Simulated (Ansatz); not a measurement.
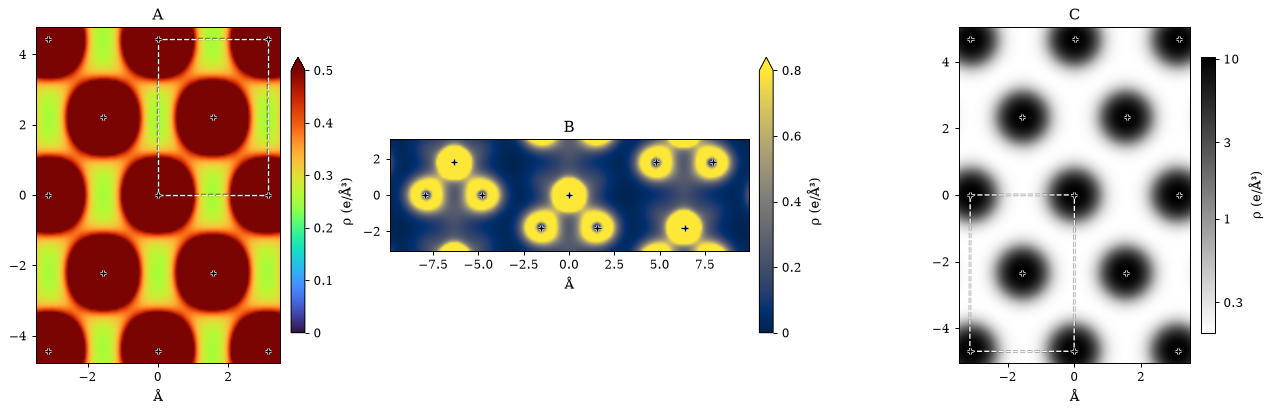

The valence pseudo-density of 3 systems, each on a plane through atoms (crosses mark nuclei in the plane).

Theory: DFT PBEsol, scalar-relativistic, plane waves, PAW (Ansatz 0.2.0).

System 1: Mo, the (101) plane of the conventional cell. Space group Im-3m; computed without spin polarisation.

```xyz
2
Lattice="1.8067 -1.2775 2.2128 1.8067 2.5551 0.0000 -1.8067 1.2775 2.2128" Properties=species:S:1:pos:R:3 pbc="T T T"
Mo    0.0000    0.0000    0.0000
Mo    0.9034    1.2775    2.2128
```

System 2: WS2, the (110) plane of the conventional cell. Space group R3m.

System 3: Ti, the (010) plane of the conventional cell. Space group Fmmm; changed on purpose from its base cell (band edges of the strained film's bulk); computed without spin polarisation.

```yaml
crystal:
  lattice:
    - [1.80671, 2.55507, 0.00280]
    - [-3.61341, 2.55507, 0.00000]
    - [0.00242, 0.00342, 4.69411]
  atoms:
    - { symbol: Ti, position: [0.00000, 0.50000, 0.50000] }
    - { symbol: Ti, position: [0.00000, 0.00000, 0.00000] }
    - { symbol: Ti, position: [0.50000, 0.00000, 0.50000] }
    - { symbol: Ti, position: [0.50000, 0.50000, 0.00000] }
```

> Match each panel to its system.

Panel A is system 1, Mo: the plane holds Mo. Mo–Mo (2.71 Å): ρ at the midpoint is about 0.38 e/Å³. Panel B is system 2, WS2: the plane holds W and S. W–S (2.40 Å): ρ is about 0.64 e/Å³ halfway. Panel C is system 3, Ti: the plane holds Ti. Ti–Ti (2.82 Å): the density is about 0.2 e/Å³ at the midpoint.
